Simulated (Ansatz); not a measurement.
System: MoSe.

```cif
data_structure
_symmetry_space_group_name_H-M 'P 1'
_symmetry_Int_Tables_number 1
_cell_length_a 5.6018
_cell_length_b 5.6018
_cell_length_c 5.6018
_cell_angle_alpha 90.000
_cell_angle_beta 90.000
_cell_angle_gamma 90.000
_cell_volume 175.79
loop_
_atom_site_label
_atom_site_type_symbol
_atom_site_fract_x
_atom_site_fract_y
_atom_site_fract_z
_atom_site_occupancy
Mo1 Mo 0.50000 0.50000 0.00000 1
Mo2 Mo 0.00000 0.50000 0.50000 1
Mo3 Mo 0.00000 0.00000 0.00000 1
Mo4 Mo 0.50000 0.00000 0.50000 1
Se1 Se 0.25000 0.75000 0.25000 1
Se2 Se 0.75000 0.75000 0.75000 1
Se3 Se 0.75000 0.25000 0.25000 1
Se4 Se 0.25000 0.25000 0.75000 1
```

Space group F-43m; started from the zinc blende prototype, which need not be the ambient phase; computed pressure about 3 GPa in this cell; computed without spin polarisation.

Computed with DFT PBE, scalar-relativistic, plane waves, PAW in Ansatz.

### What can the converged valence pseudo-density and electron localisation function tell about the bonding?

Mo–Se (2.43 Å): ρ at the midpoint is about 0.62 e/Å³; the ELF is about 0.45 at the midpoint.

### Does the calculation make it a metal, or give it a gap?

It is metallic or semimetallic at this level of theory: no gap opens; semilocal functionals without U, or without the true magnetic order, often close the gap of such compounds.

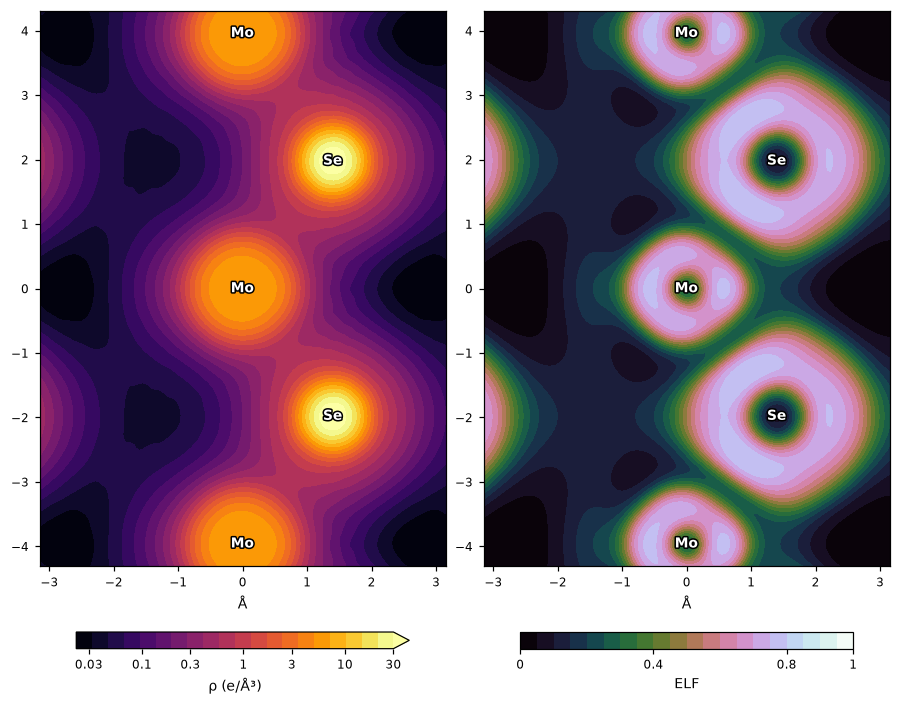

Computed valence pseudo-density and electron localisation function on the (110) plane of the conventional cell, in this order. 

Core electrons are frozen (PAW), and the valence fields are smoothed inside the atomic spheres.
